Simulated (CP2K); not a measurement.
# A series of single points on NbSi

System: NbSi (Pm-3m, 2 atoms in the cell).
Method: Kohn-Sham DFT of a periodic cell, PBE, GTH-PBE with UZH-TZVP basis, no spin polarisation (CP2K 2026.2).

The 6 runs differ only in the geometry, by an even scaling of the cell at fixed fractional positions. The structure was built on a prototype by a generator; it need not be a known phase.

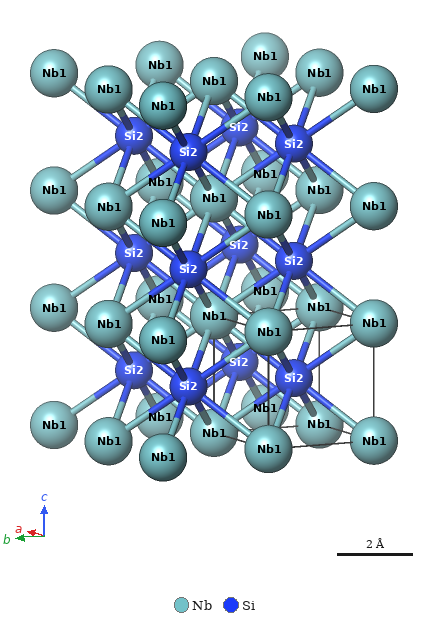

Figure 1. The structure of run 4 (ball-and-stick view of the cell of the calculation, repeated 2 × 2 × 3, seen at an oblique angle; atoms are numbered from 1 in the order of the input). An atom can appear more than once, as a periodic image.

### Input of run 4
```
&GLOBAL
  PROJECT nbsi_eos
  RUN_TYPE ENERGY_FORCE
  PRINT_LEVEL LOW
&END GLOBAL
&FORCE_EVAL
  METHOD QS
  STRESS_TENSOR ANALYTICAL
  &DFT
    BASIS_SET_FILE_NAME BASIS_MOLOPT_UZH
    POTENTIAL_FILE_NAME POTENTIAL_UZH
    WFN_RESTART_FILE_NAME previous-RESTART.kp
    &MGRID
      CUTOFF 450
      REL_CUTOFF 60
      NGRIDS 5
    &END MGRID
    &QS
      METHOD GPW
      EPS_DEFAULT 1.0E-10
    &END QS
    &KPOINTS
      SCHEME MONKHORST-PACK 8 8 8
      GAMMA_CENTERED T
      SYMMETRY T
      SYMMETRY_BACKEND SPGLIB
    &END KPOINTS
    &SCF
      SCF_GUESS RESTART
      EPS_SCF 1.0E-6
      MAX_SCF 100
      ADDED_MOS 13
      CHOLESKY OFF
      EPS_EIGVAL 1.0E-7
      &DIAGONALIZATION ON
        ALGORITHM STANDARD
      &END DIAGONALIZATION
      &MIXING ON
        METHOD BROYDEN_MIXING
        ALPHA 0.4
        BETA 1.5
        NBUFFER 8
      &END MIXING
      &SMEAR ON
        METHOD FERMI_DIRAC
        ELECTRONIC_TEMPERATURE [K] 580.226
      &END SMEAR
    &END SCF
    &XC
      &XC_FUNCTIONAL PBE
      &END XC_FUNCTIONAL
    &END XC
    &PRINT
      &KPOINTS ON
      &END KPOINTS
      &MULLIKEN ON
      &END MULLIKEN
      &MO ON
        ENERGIES T
        OCCUPATION_NUMBERS T
        &EACH
          QS_SCF 0
        &END EACH
        ADD_LAST NUMERIC
      &END MO
    &END PRINT
  &END DFT
  &SUBSYS
    &CELL
      A 3.1773441854 0.0000000000 0.0000000000
      B 0.0000000000 3.1773441854 0.0000000000
      C 0.0000000000 0.0000000000 3.1773441854
      PERIODIC XYZ
    &END CELL
    &COORD
      SCALED
      Nb  0.0000000000 0.0000000000 0.0000000000
      Si  0.5000000000 0.5000000000 0.5000000000
    &END COORD
    &KIND Nb
      BASIS_SET TZVP-MOLOPT-PBE-GTH-q13
      POTENTIAL GTH-PBE-q13
    &END KIND
    &KIND Si
      BASIS_SET TZVP-MOLOPT-PBE-GTH-q4
      POTENTIAL GTH-PBE-q4
    &END KIND
    &PRINT
      &ATOMIC_COORDINATES ON
      &END ATOMIC_COORDINATES
      &CELL ON
      &END CELL
    &END PRINT
  &END SUBSYS
  &PRINT
    &FORCES ON
    &END FORCES
    &STRESS_TENSOR ON
    &END STRESS_TENSOR
  &END PRINT
&END FORCE_EVAL
```

Command:
```bash
OMP_NUM_THREADS=1 cp2k.psmp -i nbsi_eos.inp -o nbsi_eos.out
```

Run 3 differs from it as follows:
```diff
-      A 3.1773441854 0.0000000000 0.0000000000
-      B 0.0000000000 3.1773441854 0.0000000000
-      C 0.0000000000 0.0000000000 3.1773441854
+      A 3.1352552006 0.0000000000 0.0000000000
+      B 0.0000000000 3.1352552006 0.0000000000
+      C 0.0000000000 0.0000000000 3.1352552006
```

### Results, with one run withheld

| run | volume per atom (Å³) | free energy per atom, from the lowest run given (meV) | pressure (GPa) |
| --- | --- | --- | --- |
| 1 | 14.781 | 34.52 | 12.65 |
| 2 | 15.095 | 14.18 | 8.16 |
| 3 | 15.410 | ? | ? |
| 4 | 16.038 | 0.00 | −2.74 |
| 5 | 16.353 | 8.25 | −5.60 |
| 6 | 16.667 | 21.79 | −8.16 |

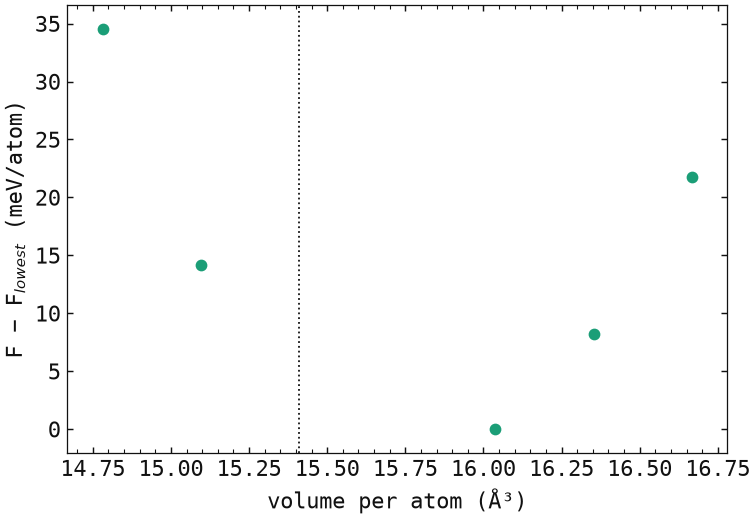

Figure 2. Free energy per atom of the runs given; the dotted line marks run 3.

Fit the runs given and predict run 3.

A cubic polynomial in V^(−2/3) (the Birch–Murnaghan form), fitted to the 5 runs given, misses them by at most 0.01 meV per atom. With x = V^(−2/3) − 0.15909 Å⁻², it reads F = −2.304 + 108.18 x + 7.3687e+05 x² + 1.6148e+06 x³ (meV per atom). At run 3 it gives 2.20 meV per atom, and the run itself gives 2.20. The slope of the fit gives a pressure −dF/dV of 4.10 GPa there, and the run prints 4.12 GPa. The fit has its minimum at 15.770 Å³ per atom, where V d²F/dV² gives 168 GPa: the bulk modulus at this level, since symmetry fixes the shape and the positions.

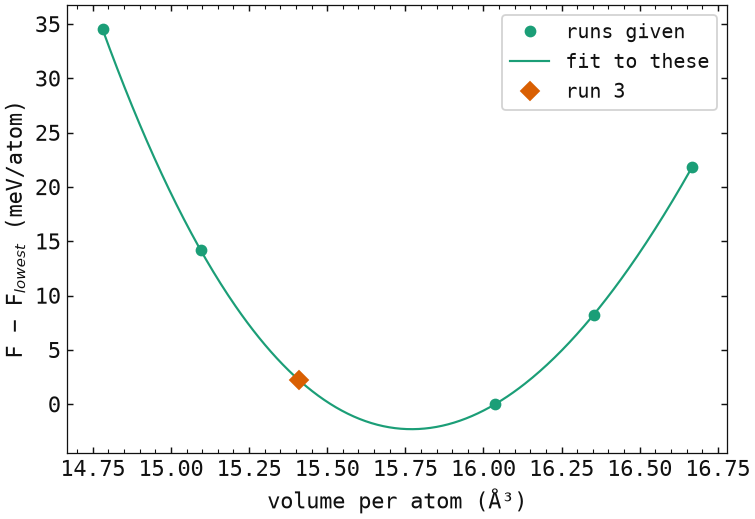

Figure 3. The fit and the withheld run.

### Some lines of the output (run 3)
```
[...]
 CELL| Volume [angstrom^3]:                                            30.819010
 CELL_REF| Volume [angstrom^3]:                                        30.819010
                        Smear method:                                FERMI_DIRAC
  Step     Update method      Time    Convergence         Total energy    Change
  Fermi energy:                                                 0.47371565068665
  Total energy:                                               -60.57261324275219
  Total energy (extrapolated to T->0):                        -60.57225590167899
 MO| E(Fermi):            0.473716 a.u.         12.890458 eV
```
